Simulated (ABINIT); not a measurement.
**CdSe: geometry relaxation (part 2 of 3)**

Continued. System: CdSe (F-43m, 2 atoms in the cell). Method: Kohn-Sham DFT of a periodic cell, LDA, PseudoDojo NC SR LDA v0.4.1 standard, no spin polarisation (ABINIT 10.8.3); cutoff 1387.78 eV, 6×6×6 k-mesh, fermi-dirac of 0.05 eV. The structure derives from a Materials Project entry.

Geometry of the input (Å; fractional positions):
```
0.0000  3.0703  3.0703
3.0703  0.0000  3.0703
3.0703  3.0703  0.0000
Cd 0.0000  0.0000  0.0000
Se 0.2500  0.2500  0.2500
```

Log, continued:
```
--- !ResultsGS
iteration_state: {dtset: 1, itime: 3, icycle: 1, }
comment   : Summary of ground state results
lattice_vectors:
- [  0.0000000,   5.6687756,   5.6687756, ]
- [  5.6687756,   0.0000000,   5.6687756, ]
- [  5.6687756,   5.6687756,   0.0000000, ]
lattice_lengths: [   8.01686,    8.01686,    8.01686, ]
lattice_angles: [ 60.000,  60.000,  60.000, ] # degrees, (23, 13, 12)
lattice_volume:   3.6433240E+02
convergence: {deltae:  9.265E-12, res2:  4.997E-13, residm:  4.178E-07, diffor: null, }
etotal    :  -2.96507365E+02
entropy   :   0.00000000E+00
fermie    :   1.63516660E-01
cartesian_stress_tensor: # hartree/bohr^3
- [ -1.09397760E-05,   0.00000000E+00,   0.00000000E+00, ]
- [  0.00000000E+00,  -1.09397760E-05,   0.00000000E+00, ]
- [  0.00000000E+00,   0.00000000E+00,  -1.09397760E-05, ]
pressure_GPa:   3.2186E-01
xred      :
- [ -1.7488E-32,  -7.7492E-32,  -7.7492E-32, Cd]
- [  2.5000E-01,   2.5000E-01,   2.5000E-01, Se]
cartesian_forces: # hartree/bohr
- [ -2.78317916E-31,  -9.27726388E-32,   6.49408472E-31, ]
- [  2.78317916E-31,   9.27726388E-32,  -6.49408472E-31, ]
force_length_stats: {min:   7.12600160E-31, max:   7.12600160E-31, mean:   7.12600160E-31, }
...

 Integrated electronic density in atomic spheres:
 ------------------------------------------------
 Atom  Sphere_radius  Integrated_density
    1        2.00000         17.16337828
    2        2.00000         13.26595428

---OUTPUT-----------------------------------------------------------------------

 Cartesian coordinates (xcart) [bohr]
 -8.78570899966290E-31 -5.38420487733790E-31 -5.38420487733789E-31
  2.83438779427293E+00  2.83438779427293E+00  2.83438779427293E+00
 Reduced coordinates (xred)
 -1.74879100790219E-32 -7.74921220855434E-32 -7.74921220855437E-32
  2.50000000000000E-01  2.50000000000000E-01  2.50000000000000E-01
 Cartesian forces (fcart) [Ha/bohr]; max,rms= 6.49408E-31 4.11420E-31 (free atoms)
 -2.78317916417421E-31 -9.27726388058070E-32  6.49408471640649E-31
  2.78317916417421E-31  9.27726388058070E-32 -6.49408471640649E-31
 Gradient of E wrt nuclear positions in reduced coordinates (gred)
 -3.15544362088405E-30 -2.10362908058937E-30  2.10362908058936E-30
  3.15544362088405E-30  2.10362908058937E-30 -2.10362908058936E-30
 Scale of Primitive Cell (acell) [bohr]
  8.01685931937108E+00  8.01685931937108E+00  8.01685931937108E+00
 Real space primitive translations (rprimd) [bohr]
  0.00000000000000E+00  5.66877558854586E+00  5.66877558854586E+00
  5.66877558854586E+00  0.00000000000000E+00  5.66877558854586E+00
  5.66877558854586E+00  5.66877558854586E+00  0.00000000000000E+00
 Unitary Cell Volume (ucvol) [Bohr^3]=  3.64332396110161E+02
 Angles (23,13,12)= [degrees]
  6.00000000000000E+01  6.00000000000000E+01  6.00000000000000E+01
 Lengths [Bohr]
  8.01685931937108E+00  8.01685931937108E+00  8.01685931937108E+00
 Stress tensor in cartesian coordinates (strten) [Ha/bohr^3]
 -1.09397759580215E-05  0.00000000000000E+00  0.00000000000000E+00
  0.00000000000000E+00 -1.09397759580215E-05  0.00000000000000E+00
  0.00000000000000E+00  0.00000000000000E+00 -1.09397759580181E-05
 Total energy (etotal) [Ha]= -2.96507365317338E+02

 Difference of energy with previous step (new-old):
           Absolute (Ha)=-1.00562E-03
           Relative     =-3.39155E-06

--- Iteration: ( 4/50) Internal Cycle: (1/1)
--------------------------------------------------------------------------------

---SELF-CONSISTENT-FIELD CONVERGENCE--------------------------------------------

--- !BeginCycle
iteration_state: {dtset: 1, itime: 4, icycle: 1, }
solver: {iscf: 7, nstep: 80, nline: 4, wfoptalg: 0, }
tolerances: {tolvrs: 1.00E-12, }
...

     iter   Etot(hartree)      deltaE(h)  residm     vres2
 ETOT  1  -296.50361391958    -2.965E+02 1.646E-05 7.244E+01
 ETOT  2  -296.50608560795    -2.472E-03 1.447E-05 9.706E+00
 ETOT  3  -296.50718626122    -1.101E-03 3.805E-05 2.888E+00
 ETOT  4  -296.50737175108    -1.855E-04 1.111E-05 1.383E-01
 ETOT  5  -296.50737596620    -4.215E-06 8.054E-06 3.219E-03
 ETOT  6  -296.50737619639    -2.302E-07 7.944E-07 9.179E-06
 ETOT  7  -296.50737619725    -8.654E-10 1.194E-06 8.719E-07
 ETOT  8  -296.50737619729    -3.990E-11 1.309E-07 2.771E-08
 ETOT  9  -296.50737619731    -1.154E-11 2.587E-07 2.487E-09
 ETOT 10  -296.50737619730     1.006E-11 2.668E-08 9.788E-11
 ETOT 11  -296.50737619730    -1.194E-12 5.533E-08 2.381E-12
 ETOT 12  -296.50737619730     1.990E-12 5.614E-09 1.707E-13

 At SCF step   12       vres2   =  1.71E-13 < tolvrs=  1.00E-12 =>converged.

 Cartesian components of stress tensor (hartree/bohr^3)
  sigma(1 1)=  1.00585517E-06  sigma(3 2)=  0.00000000E+00
  sigma(2 2)=  1.00585517E-06  sigma(3 1)=  0.00000000E+00
  sigma(3 3)=  1.00585517E-06  sigma(2 1)=  0.00000000E+00

--- !ResultsGS
iteration_state: {dtset: 1, itime: 4, icycle: 1, }
comment   : Summary of ground state results
lattice_vectors:
- [  0.0000000,   5.6800453,   5.6800453, ]
- [  5.6800453,   0.0000000,   5.6800453, ]
- [  5.6800453,   5.6800453,   0.0000000, ]
lattice_lengths: [   8.03280,    8.03280,    8.03280, ]
lattice_angles: [ 60.000,  60.000,  60.000, ] # degrees, (23, 13, 12)
lattice_volume:   3.6650964E+02
convergence: {deltae:  1.990E-12, res2:  1.707E-13, residm:  5.614E-09, diffor: null, }
etotal    :  -2.96507376E+02
entropy   :   0.00000000E+00
fermie    :   1.60759536E-01
cartesian_stress_tensor: # hartree/bohr^3
- [  1.00585517E-06,   0.00000000E+00,   0.00000000E+00, ]
- [  0.00000000E+00,   1.00585517E-06,   0.00000000E+00, ]
- [  0.00000000E+00,   0.00000000E+00,   1.00585517E-06, ]
pressure_GPa:  -2.9593E-02
xred      :
- [  7.3798E-32,  -5.1592E-32,  -1.6425E-31, Cd]
- [  2.5000E-01,   2.5000E-01,   2.5000E-01, Se]
cartesian_forces: # hartree/bohr
- [  7.40708551E-31,  -1.48141710E-30,  -7.40708551E-31, ]
- [ -7.40708551E-31,   1.48141710E-30,   7.40708551E-31, ]
force_length_stats: {min:   1.81435800E-30, max:   1.81435800E-30, mean:   1.81435800E-30, }
...

 Integrated electronic density in atomic spheres:
 ------------------------------------------------
 Atom  Sphere_radius  Integrated_density
    1        2.00000         17.17502638
    2        2.00000         13.27727437

---OUTPUT-----------------------------------------------------------------------

 Cartesian coordinates (xcart) [bohr]
 -1.22598949802760E-30 -5.13765983030230E-31  1.26128128928407E-31
  2.84002267422404E+00  2.84002267422404E+00  2.84002267422404E+00
 Reduced coordinates (xred)
  7.37979710104636E-32 -5.15924917949027E-32 -1.64249006435841E-31
  2.50000000000000E-01  2.50000000000000E-01  2.50000000000000E-01
 Cartesian forces (fcart) [Ha/bohr]; max,rms= 1.48142E-30 1.04752E-30 (free atoms)
  7.40708551266805E-31 -1.48141710253361E-30 -7.40708551266805E-31
 -7.40708551266805E-31  1.48141710253361E-30  7.40708551266805E-31
 Gradient of E wrt nuclear positions in reduced coordinates (gred)
  1.26217744835362E-29 -1.73635365757969E-46  4.20725816117873E-30
 -1.26217744835362E-29  1.73635365757969E-46 -4.20725816117873E-30
 Scale of Primitive Cell (acell) [bohr]
  8.03279716666949E+00  8.03279716666949E+00  8.03279716666949E+00
 Real space primitive translations (rprimd) [bohr]
  0.00000000000000E+00  5.68004534844808E+00  5.68004534844808E+00
  5.68004534844808E+00  0.00000000000000E+00  5.68004534844808E+00
  5.68004534844808E+00  5.68004534844808E+00  0.00000000000000E+00
 Unitary Cell Volume (ucvol) [Bohr^3]=  3.66509642368713E+02
 Angles (23,13,12)= [degrees]
  6.00000000000000E+01  6.00000000000000E+01  6.00000000000000E+01
 Lengths [Bohr]
  8.03279716666949E+00  8.03279716666949E+00  8.03279716666949E+00
 Stress tensor in cartesian coordinates (strten) [Ha/bohr^3]
  1.00585516624001E-06  0.00000000000000E+00  0.00000000000000E+00
  0.00000000000000E+00  1.00585516624174E-06  0.00000000000000E+00
  0.00000000000000E+00  0.00000000000000E+00  1.00585516623827E-06
 Total energy (etotal) [Ha]= -2.96507376197295E+02

 Difference of energy with previous step (new-old):
           Absolute (Ha)=-1.08800E-05
           Relative     =-3.66937E-08

--- Iteration: ( 5/50) Internal Cycle: (1/1)
--------------------------------------------------------------------------------

---SELF-CONSISTENT-FIELD CONVERGENCE--------------------------------------------

--- !BeginCycle
iteration_state: {dtset: 1, itime: 5, icycle: 1, }
solver: {iscf: 7, nstep: 80, nline: 4, wfoptalg: 0, }
tolerances: {tolvrs: 1.00E-12, }
...

     iter   Etot(hartree)      deltaE(h)  residm     vres2
 ETOT  1  -296.50735063718    -2.965E+02 1.077E-06 5.018E-01
 ETOT  2  -296.50736770179    -1.706E-05 1.518E-07 6.370E-02
 ETOT  3  -296.50737488972    -7.188E-06 2.383E-07 2.129E-02
 ETOT  4  -296.50737624693    -1.357E-06 5.520E-08 1.010E-03
 ETOT  5  -296.50737627739    -3.046E-08 2.231E-07 2.645E-05
 ETOT  6  -296.50737627941    -2.019E-09 5.396E-09 7.622E-08
 ETOT  7  -296.50737627946    -5.036E-11 3.209E-08 6.415E-09
 ETOT  8  -296.50737627939     6.526E-11 8.501E-10 2.732E-10
 ETOT  9  -296.50737627943    -3.803E-11 6.512E-09 1.847E-11
 ETOT 10  -296.50737627941     2.262E-11 2.170E-10 7.571E-13

 At SCF step   10       vres2   =  7.57E-13 < tolvrs=  1.00E-12 =>converged.

 Cartesian components of stress tensor (hartree/bohr^3)
  sigma(1 1)= -2.91549217E-09  sigma(3 2)=  0.00000000E+00
  sigma(2 2)= -2.91549217E-09  sigma(3 1)=  0.00000000E+00
  sigma(3 3)= -2.91549218E-09  sigma(2 1)=  0.00000000E+00

--- !ResultsGS
iteration_state: {dtset: 1, itime: 5, icycle: 1, }
comment   : Summary of ground state results
lattice_vectors:
- [  0.0000000,   5.6790912,   5.6790912, ]
- [  5.6790912,   0.0000000,   5.6790912, ]
- [  5.6790912,   5.6790912,   0.0000000, ]
lattice_lengths: [   8.03145,    8.03145,    8.03145, ]
lattice_angles: [ 60.000,  60.000,  60.000, ] # degrees, (23, 13, 12)
lattice_volume:   3.6632497E+02
convergence: {deltae:  2.262E-11, res2:  7.571E-13, residm:  2.170E-10, diffor: null, }
etotal    :  -2.96507376E+02
entropy   :   0.00000000E+00
fermie    :   1.60992006E-01
cartesian_stress_tensor: # hartree/bohr^3
- [ -2.91549217E-09,   0.00000000E+00,   0.00000000E+00, ]
- [  0.00000000E+00,  -2.91549217E-09,   0.00000000E+00, ]
- [  0.00000000E+00,   0.00000000E+00,  -2.91549218E-09, ]
pressure_GPa:   8.5777E-05
xred      :
- [ -1.5678E-31,   6.3922E-32,  -1.6418E-31, Cd]
- [  2.5000E-01,   2.5000E-01,   2.5000E-01, Se]
cartesian_forces: # hartree/bohr
- [ -9.26041246E-32,   9.26041246E-32,   9.26041246E-32, ]
- [  9.26041246E-32,  -9.26041246E-32,  -9.26041246E-32, ]
force_length_stats: {min:   1.60395049E-31, max:   1.60395049E-31, mean:   1.60395049E-31, }
...

 Integrated electronic density in atomic spheres:
 ------------------------------------------------
 Atom  Sphere_radius  Integrated_density
    1        2.00000         17.17404335
    2        2.00000         13.27631700

---OUTPUT-----------------------------------------------------------------------

 Cartesian coordinates (xcart) [bohr]
 -5.69365330083720E-31 -1.82275323832275E-30 -5.27348136730421E-31
  2.83954560636960E+00  2.83954560636960E+00  2.83954560636960E+00
 Reduced coordinates (xred)
 -1.56780017987292E-31  6.39221791226009E-32 -1.64178594939014E-31
  2.50000000000000E-01  2.50000000000000E-01  2.50000000000000E-01
 Cartesian forces (fcart) [Ha/bohr]; max,rms= 9.26041E-32 9.26041E-32 (free atoms)
 -9.26041245767701E-32  9.26041245767701E-32  9.26041245767701E-32
  9.26041245767701E-32 -9.26041245767701E-32 -9.26041245767701E-32
 Gradient of E wrt nuclear positions in reduced coordinates (gred)
 -1.05181454029468E-30 -9.36753998311911E-48  9.36753998311911E-48
  1.05181454029468E-30  9.36753998311911E-48 -9.36753998311911E-48
 Scale of Primitive Cell (acell) [bohr]
  8.03144781500964E+00  8.03144781500964E+00  8.03144781500964E+00
 Real space primitive translations (rprimd) [bohr]
  0.00000000000000E+00  5.67909121273920E+00  5.67909121273920E+00
  5.67909121273920E+00  0.00000000000000E+00  5.67909121273920E+00
  5.67909121273920E+00  5.67909121273920E+00  0.00000000000000E+00
 Unitary Cell Volume (ucvol) [Bohr^3]=  3.66324974196239E+02
 Angles (23,13,12)= [degrees]
  6.00000000000000E+01  6.00000000000000E+01  6.00000000000000E+01
 Lengths [Bohr]
  8.03144781500964E+00  8.03144781500964E+00  8.03144781500964E+00
 Stress tensor in cartesian coordinates (strten) [Ha/bohr^3]
 -2.91549217233678E-09  0.00000000000000E+00  0.00000000000000E+00
  0.00000000000000E+00 -2.91549217233678E-09  0.00000000000000E+00
  0.00000000000000E+00  0.00000000000000E+00 -2.91549217580622E-09
 Total energy (etotal) [Ha]= -2.96507376279410E+02

 Difference of energy with previous step (new-old):
           Absolute (Ha)=-8.21149E-08
           Relative     =-2.76940E-10

 At Broyd/MD step   5, gradients are converged :
  max grad (force/stress) = 2.9155E-07 < tolmxf= 2.0000E-05 ha/bohr (free atoms)

================================================================================

 ----iterations are completed or convergence reached----

 Mean square residual over all n,k,spin=   77.494E-14; max=  21.705E-11
 reduced coordinates (array xred) for    2 atoms
      -0.000000000000      0.000000000000     -0.000000000000
       0.250000000000      0.250000000000      0.250000000000
 rms dE/dt=  8.5880E-31; max dE/dt=  2.1036E-30; dE/dt below (all hartree)
    1       0.000000000000      0.000000000000      0.000000000000
    2       0.000000000000      0.000000000000      0.000000000000

 cartesian coordinates (angstrom) at end:
    1     -0.00000000000000    -0.00000000000000    -0.00000000000000
    2      1.50262282319114     1.50262282319114     1.50262282319114

 cartesian forces (hartree/bohr) at end:
    1     -0.00000000000000     0.00000000000000     0.00000000000000
    2      0.00000000000000    -0.00000000000000    -0.00000000000000
 frms,max,avg= 9.2604125E-32 9.2604125E-32   0.000E+00  0.000E+00  0.000E+00 h/b

 cartesian forces (eV/Angstrom) at end:
    1     -0.00000000000000     0.00000000000000     0.00000000000000
    2      0.00000000000000    -0.00000000000000    -0.00000000000000
 frms,max,avg= 4.7618955E-30 4.7618955E-30   0.000E+00  0.000E+00  0.000E+00 e/A
 length scales=  8.031447815010  8.031447815010  8.031447815010 bohr
              =  4.250059151377  4.250059151377  4.250059151377 angstroms
 Fermi (or HOMO) energy (hartree) =   0.16099   Average Vxc (hartree)=  -0.36727
 Eigenvalues (hartree) for nkpt=  16  k points:
 kpt#   1, nband= 22, wtk=  0.00463, kpt=  0.0000  0.0000  0.0000 (reduced coord)
  -3.57781   -2.15031   -2.15031   -2.15031   -1.57370   -1.57370   -1.57370   -1.57350
  -1.57350   -0.32091   -0.14342   -0.14342   -0.14342   -0.12799   -0.12799    0.15263
   0.15263    0.15263    0.16719    0.36601    0.36601    0.36601
      occupation numbers for kpt#   1
   2.00000    2.00000    2.00000    2.00000    2.00000    2.00000    2.00000    2.00000
   2.00000    2.00000    2.00000    2.00000    2.00000    2.00000    2.00000    1.97905
   1.97905    1.97905    0.06645    0.00000    0.00000    0.00000
 prteigrs : prtvol=0 or 1, do not print more k-points.

--- !EnergyTerms
iteration_state     : {dtset: 1, itime: 5, icycle: 1, }
comment             : Components of total free energy in Hartree
kinetic             :  1.39667636748037E+02
hartree             :  9.93563204937495E+01
xc                  : -4.79346611930248E+01
Ewald energy        : -1.54994364835107E+02
psp_core            :  5.08541833491940E+00
local_psp           : -2.90611445656549E+02
non_local_psp       : -4.70762744067570E+01
internal            : -2.96507370514732E+02
'-kT*entropy'       : -5.76467823482517E-06
total_energy        : -2.96507376279410E+02
total_energy_eV     : -8.06837674072145E+03
band_energy         : -3.72980461622428E+01
...

 Cartesian components of stress tensor (hartree/bohr^3)
  sigma(1 1)= -2.91549217E-09  sigma(3 2)=  0.00000000E+00
  sigma(2 2)= -2.91549217E-09  sigma(3 1)=  0.00000000E+00
  sigma(3 3)= -2.91549218E-09  sigma(2 1)=  0.00000000E+00

-Cartesian components of stress tensor (GPa)         [Pressure=  8.5777E-05 GPa]
- sigma(1 1)= -8.57767411E-05  sigma(3 2)=  0.00000000E+00
- sigma(2 2)= -8.57767411E-05  sigma(3 1)=  0.00000000E+00
- sigma(3 3)= -8.57767412E-05  sigma(2 1)=  0.00000000E+00

== END DATASET(S) ==============================================================
================================================================================

 -outvars: echo values of variables after computation  --------
            acell      8.0314478150E+00  8.0314478150E+00  8.0314478150E+00 Bohr
           etotal     -2.9650737628E+02
            fcart     -9.2604124577E-32  9.2604124577E-32  9.2604124577E-32
                       9.2604124577E-32 -9.2604124577E-32 -9.2604124577E-32
            rprim      0.0000000000E+00  7.0710678119E-01  7.0710678119E-01
                       7.0710678119E-01  0.0000000000E+00  7.0710678119E-01
                       7.0710678119E-01  7.0710678119E-01  0.0000000000E+00
           strten     -2.9154921723E-09 -2.9154921723E-09 -2.9154921758E-09
                       0.0000000000E+00  0.0000000000E+00  0.0000000000E+00
           xangst     -3.0129515715E-31 -9.6455947417E-31 -2.7906061598E-31
                       1.5026228232E+00  1.5026228232E+00  1.5026228232E+00
             xred     -1.5678001799E-31  6.3922179123E-32 -1.6417859494E-31
                       2.5000000000E-01  2.5000000000E-01  2.5000000000E-01
 Calculation completed.
```

Trajectory as extended XYZ (Å, eV, eV/Å), 5 frames, from step=0 to step=4:
```
2
Lattice="0.0000 3.0703 3.0703 3.0703 0.0000 3.0703 3.0703 3.0703 0.0000" Properties=species:S:1:pos:R:3:forces:R:3 step=0 energy=-8068.33856
Cd    0.0000    0.0000    0.0000    0.0000   0.0000   0.0000
Se    1.5351    1.5351    1.5351    0.0000   0.0000   0.0000
2
Lattice="0.0000 3.0603 3.0603 3.0603 0.0000 3.0603 3.0603 3.0603 0.0000" Properties=species:S:1:pos:R:3:forces:R:3 step=1 energy=-8068.34908
Cd    0.0000    0.0000    0.0000    0.0000   0.0000   0.0000
Se    1.5301    1.5301    1.5301    0.0000   0.0000   0.0000
2
Lattice="0.0000 2.9998 2.9998 2.9998 0.0000 2.9998 2.9998 2.9998 0.0000" Properties=species:S:1:pos:R:3:forces:R:3 step=2 energy=-8068.37644
Cd    0.0000    0.0000    0.0000    0.0000   0.0000   0.0000
Se    1.4999    1.4999    1.4999    0.0000   0.0000   0.0000
2
Lattice="0.0000 3.0058 3.0058 3.0058 0.0000 3.0058 3.0058 3.0058 0.0000" Properties=species:S:1:pos:R:3:forces:R:3 step=3 energy=-8068.37674
Cd    0.0000    0.0000    0.0000    0.0000   0.0000   0.0000
Se    1.5029    1.5029    1.5029    0.0000   0.0000   0.0000
2
Lattice="0.0000 3.0052 3.0052 3.0052 0.0000 3.0052 3.0052 3.0052 0.0000" Properties=species:S:1:pos:R:3:forces:R:3 step=4 energy=-8068.37674
Cd    0.0000    0.0000    0.0000    0.0000   0.0000   0.0000
Se    1.5026    1.5026    1.5026    0.0000   0.0000   0.0000
```

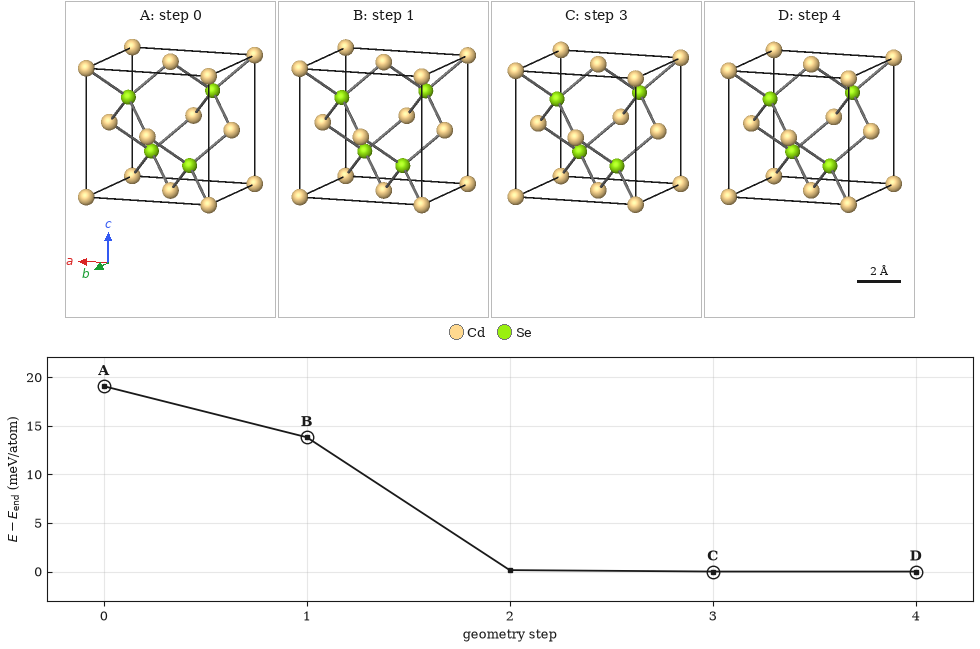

Fig. 1: Frames of the relaxation (ball-and-stick view of the cell 4 times as large as that of the calculation, set on its symmetry axes, seen at an oblique angle) above the curves, on which the letters mark them (steps are counted from 0).
